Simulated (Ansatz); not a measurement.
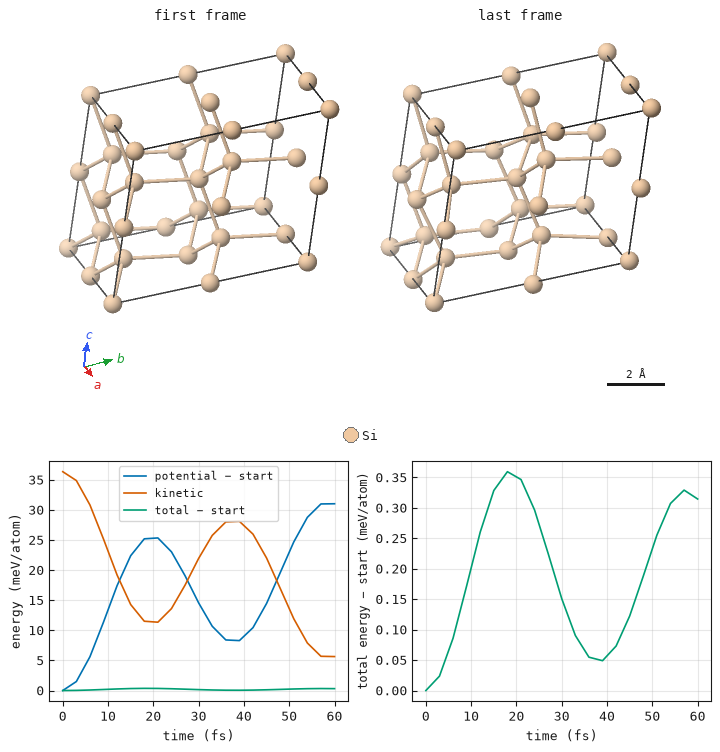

A Born-Oppenheimer molecular dynamics run of a 16-atom cell of Si (built on the database structure type), 60 fs long. Style: ball-and-stick. Shown: the reduced simulation cell, slightly off an axis. Bonds to atoms that aren't drawn are left out. Lengths and directions refer to the drawn axes.

Computed with Ansatz 0.2.0, DFT, PBEsol, plane waves, PAW. Run with plane-wave cutoff 420 eV; k-point mesh 2 × 2 × 2; Fermi-Dirac smearing 0.026 eV; constant energy (NVE); velocities drawn for 300 K; time step 3 fs.

Input
```yaml
crystal:
  lattice:
    - [0.0, 5.4442394761, 5.4442394761]
    - [5.4442394761, 0.0, 5.4442394761]
    - [5.4442394761, 5.4442394761, 0.0]
  atoms:
    - { symbol: Si, position: [0.125, 0.125, 0.125] }
    - { symbol: Si, position: [0.0, 0.0, 0.0] }
    - { symbol: Si, position: [0.125, 0.125, 0.625] }
    - { symbol: Si, position: [0.0, 0.0, 0.5] }
    - { symbol: Si, position: [0.125, 0.625, 0.125] }
    - { symbol: Si, position: [0.0, 0.5, 0.0] }
    - { symbol: Si, position: [0.125, 0.625, 0.625] }
    - { symbol: Si, position: [0.0, 0.5, 0.5] }
    - { symbol: Si, position: [0.625, 0.125, 0.125] }
    - { symbol: Si, position: [0.5, 0.0, 0.0] }
    - { symbol: Si, position: [0.625, 0.125, 0.625] }
    - { symbol: Si, position: [0.5, 0.0, 0.5] }
    - { symbol: Si, position: [0.625, 0.625, 0.125] }
    - { symbol: Si, position: [0.5, 0.5, 0.0] }
    - { symbol: Si, position: [0.625, 0.625, 0.625] }
    - { symbol: Si, position: [0.5, 0.5, 0.5] }
kpoints:
  mp_grid: { grid: [2, 2, 2] }
hamiltonian:
  xc: pbesol
scf:
  occupations: { method: fermi_dirac, width: 0.026 }
md:
  ensemble: nve
  temperature: 300
  timestep: 3.0
  n_steps: 20
  initial_velocities: maxwell_boltzmann
  seed: 6212
```

Launched with:
```bash
ansatz run input.yaml --threads 4 --pin off --max-ram 5529MiB --backend cpu --events-out ev --progress --plain --runs-dir out
```

### Is this trajectory numerically sound?

The total energy stays between 0 and 0.36 meV per atom of its start. A straight-line fit has a slope that amounts to +0.11 meV per atom over 60 fs (0.5 % of the mean kinetic energy), and the ripple about it is 1.2 % of the kinetic energy's fluctuation. With a drift under 2 % and a ripple under 7 %, the integration is accurate. The mean temperature in the second half is 150 K (standard deviation 70 K). The first frame carries almost no forces, so kinetic energy first flows into potential energy: the temperature drops from 300 to 94 K within 21 fs, and without a thermostat its mean stays below the start. The potential energy is still drifting at the end, so the run hasn't reached equilibrium. The potential energy in the second half lies on average 18.4 meV per atom above the first frame.

The run took 25 s on 4 threads of Arm Neoverse V1, with other jobs on the host, peak memory 0.83 GiB.
